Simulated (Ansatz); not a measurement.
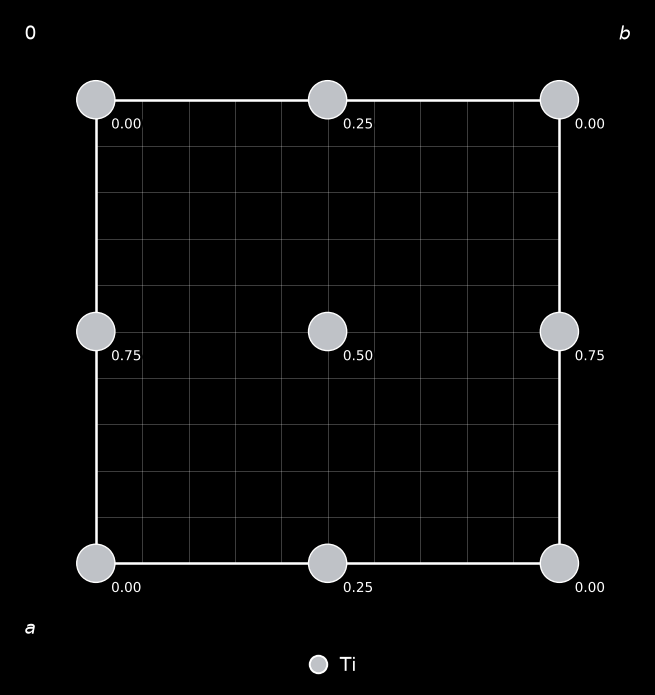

Plan of a unit cell projected along c (a down the page, b across); the numbers are heights as fractions of c, and atoms on the cell's edges are repeated. The grid marks tenths of a and b. Source: the end point of a relaxation with DFT PBE, scalar-relativistic, plane waves, PAW in Ansatz 0.2.0; the starting structure was generated, so it need not be a known form of this composition. Symmetry computed with spglib at a tolerance of 0.002 Å; standard conventional cell.

a = 4.985 Å, b = 4.985 Å, c = 2.810 Å, α = 90.00°, β = 90.00°, γ = 90.00°.

What does the cell contain?

4 Ti: Ti, Z = 4.

Which space group?

I4_1/amd, No. 141, origin choice 1, body-centred tetragonal.

Give the fractional coordinates of all atoms, to two places.

```tsv
atom	x	y	z
Ti	0.00	0.00	0.00
Ti	0.00	0.50	0.25
Ti	0.50	0.50	0.50
Ti	0.50	0.00	0.75
```
